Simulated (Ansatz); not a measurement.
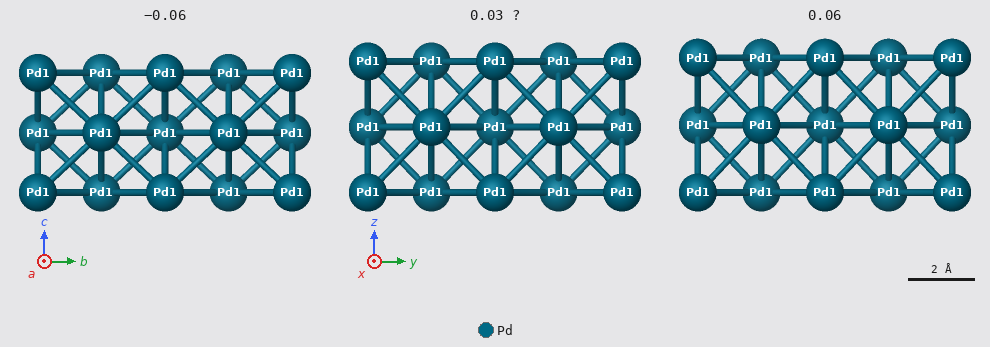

A scan of solid Pd (Fm-3m): the cell is strained along z alone, with the atoms kept at their fractional coordinates. x, y and z are the Cartesian axes of the input. Style: ball-and-stick. Shown: the conventional cell (4 times the calculation's cell), repeated 2 × 2 × 1 with one cell outlined, along the a axis. Lengths and directions refer to the drawn axes.

Computed with DFT PBEsol, scalar-relativistic, plane waves, PAW (Ansatz). Settings: plane-wave cutoff 420 eV; k-point mesh 20 × 20 × 20; occupations gaussian; smearing width 0.15 eV; no spin polarisation. Energies (free energies at the smearing named) are counted from the cell as listed in its source, which wasn't relaxed.

```json
{"strain": "−0.0600", "energy change (meV/atom)": "31.4"}
{"strain": "−0.0450", "energy change (meV/atom)": "14.7"}
{"strain": "−0.0300", "energy change (meV/atom)": "4.3"}
{"strain": "−0.0150", "energy change (meV/atom)": "−0.5"}
{"strain": "0.0000", "energy change (meV/atom)": "0.0"}
{"strain": "0.0150", "energy change (meV/atom)": "5.3"}
{"strain": "0.0300", "energy change (meV/atom)": "?"}
{"strain": "0.0450", "energy change (meV/atom)": "28.5"}
{"strain": "0.0525", "energy change (meV/atom)": "36.6"}
{"strain": "0.0600", "energy change (meV/atom)": "45.6"}
```

**One row is withheld. What is its energy?**

A straight line between the two neighbours gives 16.9 meV/atom. A cubic through the four nearest rows (0.0000, 0.0150, 0.0450, 0.0525) gives, with Lagrange weights, (−0.1429)(0.0) + (0.6000)(5.3) + (1.0000)(28.5) + (−0.4571)(36.6) = 15.0 meV/atom. The calculation gives 14.9 meV/atom, so the cubic is 0.1 meV/atom too high and the straight line 2.0 meV/atom too high, as the curve bends upwards here.

The whole profile:

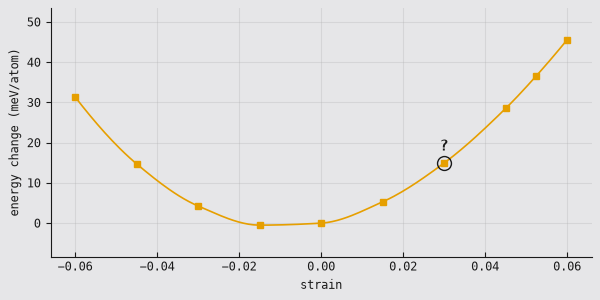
